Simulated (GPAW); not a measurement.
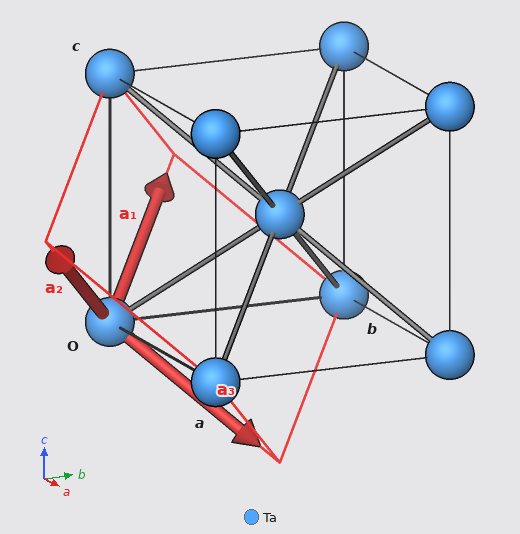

For Ta, an entry of the Crystallography Open Database, as set up for an electronic-structure calculation: the conventional cell (thin) and a primitive cell (coloured, vectors a₁, a₂, a₃). All values are computed from the atomic coordinates in the standard setting (tolerance 0.002 Å).

a = 3.303 Å, b = 3.303 Å, c = 3.303 Å, α = 90.00°, β = 90.00°, γ = 90.00°.

> What is the centring, and how are the primitive vectors built?

I, body-centred cubic, with lattice points at (0, 0, 0), (1/2, 1/2, 1/2). a₁ = −1/2 a + 1/2 b + 1/2 c; a₂ = 1/2 a − 1/2 b + 1/2 c; a₃ = 1/2 a + 1/2 b − 1/2 c.

> Give the primitive cell's size and content.

Edges 2.860, 2.860, 2.860 Å; angles 109.47°, 109.47°, 109.47°; volume 18.01 Å³, 1/2 of the conventional cell; 1 of its 2 atoms.
